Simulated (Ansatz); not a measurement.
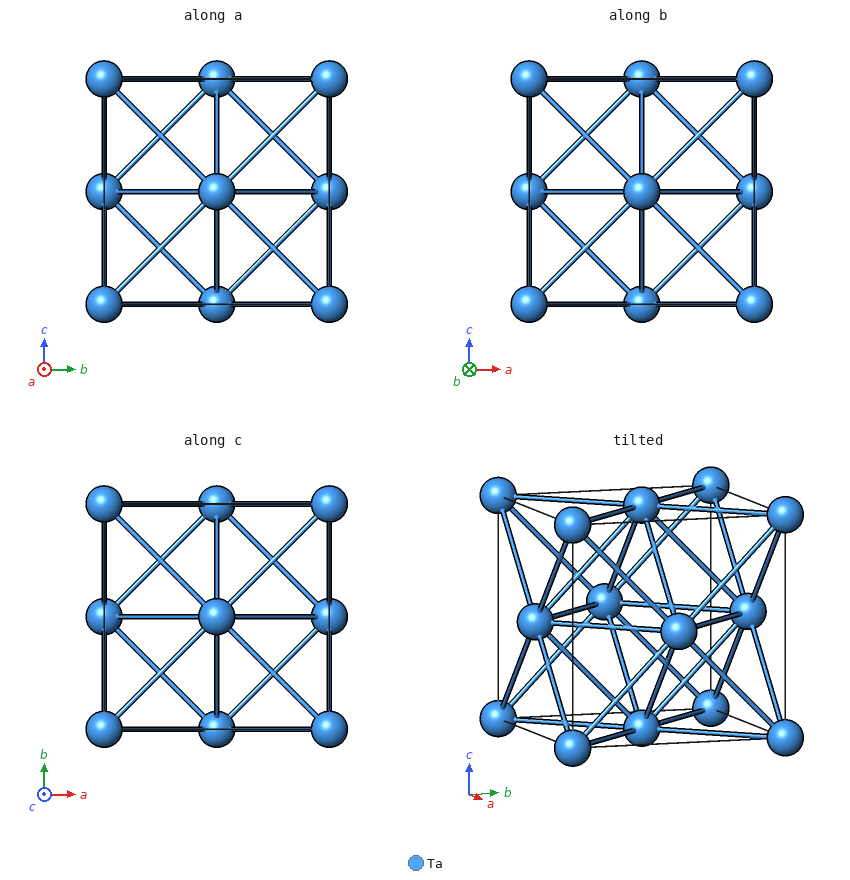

View along the a axis, along the b axis, along the c axis and slightly off an axis, drawn as a ball-and-stick model. The lines enclose the conventional unit cell; boundary atoms appear with their images.

Lattice parameters: a = 4.411 Å, b = 4.411 Å, c = 4.411 Å, α = 90.00°, β = 90.00°, γ = 90.00°.

Convert the drawing into a table of Wyckoff sites.

Answer. Space group Fm-3m (No. 225).
```tsv
atom	site	x	y	z
Ta	4a	0.0000	0.0000	0.0000
```

Starting structure: a structure type filled with this element by a generator (whether the element takes this form wasn't checked). Earlier steps of the study may have refined or changed the cell and positions. Ansatz was used for an electronic-structure calculation on it.

At this level of theory the cell isn't at rest (stretched, at -17 GPa), so its distances can differ from those at equilibrium, the more so the softer the solid.
